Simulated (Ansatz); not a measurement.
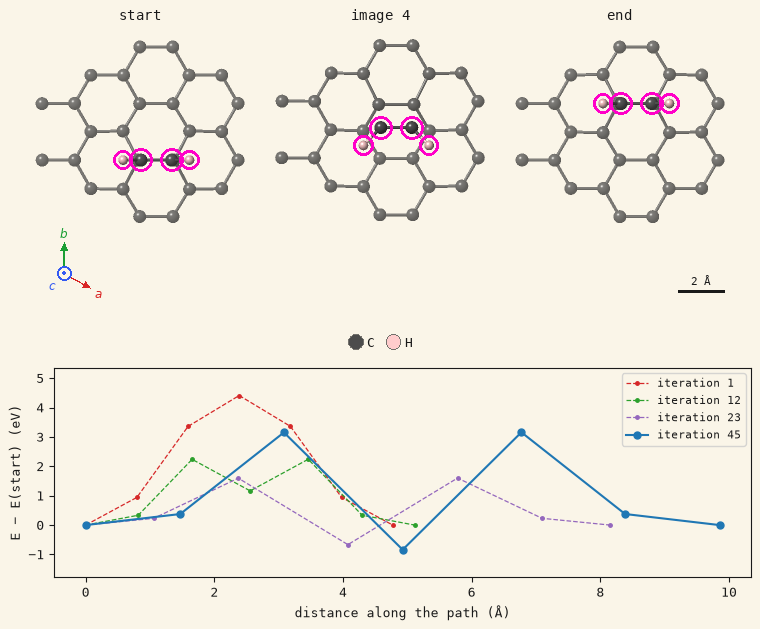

NEB run on C2H2 on graphene monolayer (36 atoms in the cell). Images are numbered from 0 (start) to 6 (end). The plot follows the band through its iterations. The picture is a ball-and-stick view of the atoms within 5.4 Å of the middle of the path, seen along the c axis. The atoms that move most are ringed. Bonds to atoms that aren't drawn are left out.

Level of theory: DFT LDA, scalar-relativistic, plane waves, PAW (Ansatz 0.2.0). Run with plane-wave cutoff 420 eV; k-point mesh 2 × 2 × 1; Gaussian smearing 0.02 eV; 5 movable images; climbing image; force threshold 0.05 eV/Å; iteration limit 45; optimiser FIRE; starting path by straight interpolation.

Q: How did the profile develop, and is the result final?

A: The result isn't final. The band hadn't converged when the run stopped after 45 iterations. The barrier read from it is provisional: over the last two iterations the highest image moved from 2.63 eV to 3.16 eV. The first iteration put the highest image at 4.41 eV. Relative to the start the highest point is image 4 at +3.16 eV and the end lies at 0.00 eV, but the profile dips to −0.84 eV at image 3 on the way, so there may be more than one step; on an unconverged band the side maxima are provisional.
